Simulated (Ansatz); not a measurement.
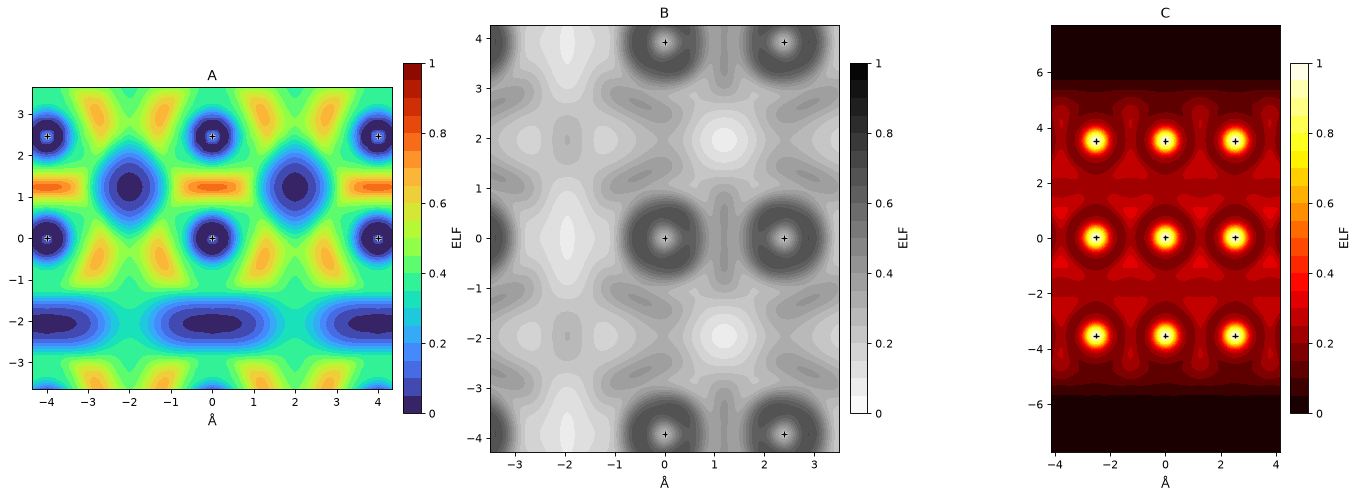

The electron localisation function of 3 systems, each on a plane through atoms (crosses mark nuclei in the plane).

Level of theory: Ansatz, DFT PBEsol, scalar-relativistic, plane waves, PAW.

System 1: Ge, the (010) plane of the conventional cell. Space group P6₃/mmc; a structure from a database of computed crystals, not necessarily the ambient phase.

```xyz
4
Lattice="3.9970 0.0000 0.0000 -1.9985 3.4615 0.0000 0.0000 0.0000 6.5964" Properties=species:S:1:pos:R:3 pbc="T T T"
Ge    1.9985    1.1538    0.4150
Ge    0.0000    2.3077    3.7132
Ge    1.9985    1.1538    2.8832
Ge    0.0000    2.3077    6.1814
```

System 2: Cu (slab), the (100) plane of the calculation cell, a cut from vacuum to vacuum. Computed without spin polarisation.

```xyz
27
Lattice="15.1181 0.0000 0.0000 0.0000 2.5197 0.0000 0.0000 0.0000 19.1267" Properties=species:S:1:pos:R:3 pbc="T T T"
Cu    0.0000    0.0000    1.4999
Cu    1.2598    1.2598    3.2818
Cu    2.5197    0.0000    1.4999
Cu    3.7795    1.2598    3.2818
Cu    5.0393    0.0000    1.4999
Cu    6.2993    1.2598    3.2818
Cu    7.5591    0.0000    1.4999
Cu    8.8188    1.2598    3.2818
Cu   10.0788    0.0000    1.4999
Cu   11.3386    1.2598    3.2818
Cu   12.5984    0.0000    1.4999
Cu   13.8583    1.2598    3.2818
Cu   15.1037    0.0000    5.0634
Cu    1.2562    1.2598    6.8131
Cu    2.5197    0.0000    5.0506
Cu    3.7833    1.2598    6.8131
Cu    5.0537    0.0000    5.0634
Cu    6.3531    1.2598    6.8873
Cu    7.5519    0.0000    5.0843
Cu    8.8321    1.2598    6.8124
Cu   10.0788    0.0000    5.0732
Cu   11.3254    1.2598    6.8124
Cu   12.6056    0.0000    5.0843
Cu   13.8045    1.2598    6.8873
Cu    0.0458    0.0000    8.5064
Cu    2.5197    0.0000    8.5487
Cu    4.9935    0.0000    8.5064
```

System 3: Ir, the (11̄0) plane of the conventional cell. Space group P6₃/mmc; computed without spin polarisation.

```xyz
4
Lattice="3.9270 0.0000 0.0000 -1.9635 3.4008 0.0000 0.0000 0.0000 6.2811" Properties=species:S:1:pos:R:3 pbc="T T T"
Ir    1.9635    1.1336    0.3763
Ir    0.0000    2.2672    3.5169
Ir    1.9635    1.1336    2.7643
Ir    0.0000    2.2672    5.9048
```

Which map belongs to which system?

Panel A is system 1, Ge: the plane holds Ge. Ge–Ge (2.47 Å): the ELF peaks at about 0.75 between the atoms. Panel B is system 3, Ir: the plane holds Ir. Ir–Ir (2.39 Å): the ELF is about 0.40 at the midpoint. Panel C is system 2, Cu: the plane holds Cu. Cu–Cu (2.52 Å): the ELF is about 0.25 at the midpoint (no shared electron pair shows on this line).
